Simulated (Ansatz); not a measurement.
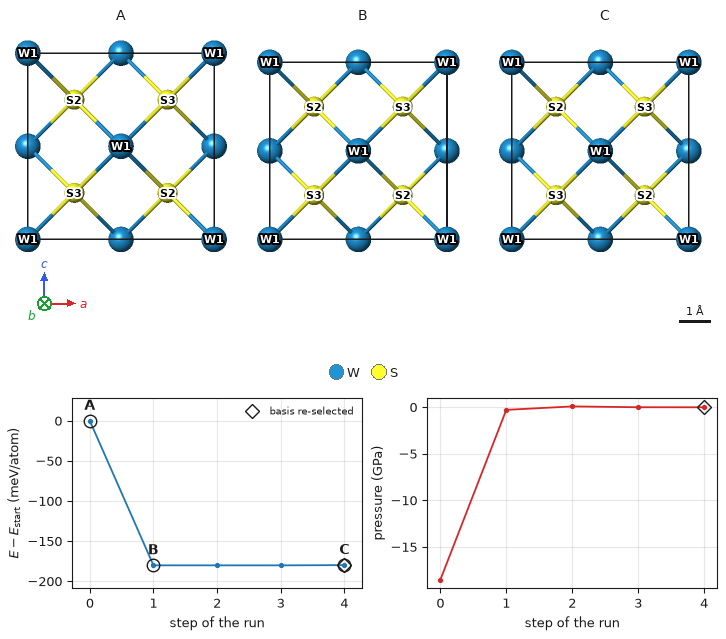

Frames of a relaxation of crystalline WS$_{2}$ (built on the CaF2-225 type type), marked on the history of the run. A ball-and-stick model of the conventional cell (4 times the calculation's cell), seen along the b axis. Lengths and directions refer to the drawn axes.

Method: DFT, PBEsol, plane waves, PAW in Ansatz.

Input file:
```yaml
crystal:
  lattice:
    - [0.0, 3.05420553, 3.05420553]
    - [3.05420553, 0.0, 3.05420553]
    - [3.05420553, 3.05420553, 0.0]
  atoms:
    - { symbol: W, position: [0.0, 0.0, 0.0] }
    - { symbol: S, position: [0.75, 0.75, 0.75] }
    - { symbol: S, position: [0.25, 0.25, 0.25] }
kpoints:
  mp_grid: { grid: [6, 6, 6] }
hamiltonian:
  xc: pbesol
scf:
  occupations: { method: fermi_dirac, width: 0.03 }
relax:
  f_tol: 0.01
  cell: {}
  max_steps: 120
```

Command:
```bash
ansatz run input.yaml --threads 2 --pin off --max-ram 2211MiB --backend cpu --events-out ev --progress --plain --runs-dir out
```

Describe the path.

Answer. After 3 accepted moves (4 points after the start) the energy has fallen by 180 meV per atom. All forces vanish by symmetry, so only the cell relaxes. The pressure goes from −18.52 to 0.00 GPa. The SCF was repeated once at an unchanged geometry on a basis and grid sized afresh for the cell, which shifted the energy by 0.3 meV per atom at most. The atoms keep their places relative to the cell (all moves are under 0.005 Å). The drawn cell changes as follows: a = b = c 6.108 → 5.804 Å (−5.0 %); the volume changes by −14.2 %. Among the contacts that change: W1–S2 2.645 → 2.513 Å. The space group stays Fm-3m (No. 225). The run took 7.9 s on 2 threads of Intel(R) Xeon(R) Processor @ 2.50GHz (Skylake/Cascade Lake) (shared host), peak memory 0.35 GiB. From step 0 to 1: volume −14.1 %, energy −180 meV per atom. From step 1 to 4: volume −0.2 %, energy +0.3 meV per atom.

```tsv
step	E − E(0), meV/atom	pressure, GPa	volume, Å³/atom	note
0	0.00	-18.52	18.993	
1	-180.05	-0.28	16.318	
2	-180.07	0.09	16.283	
3	-180.07	0.00	16.291	
4	-179.78	0.00	16.291	same geometry, new basis
```
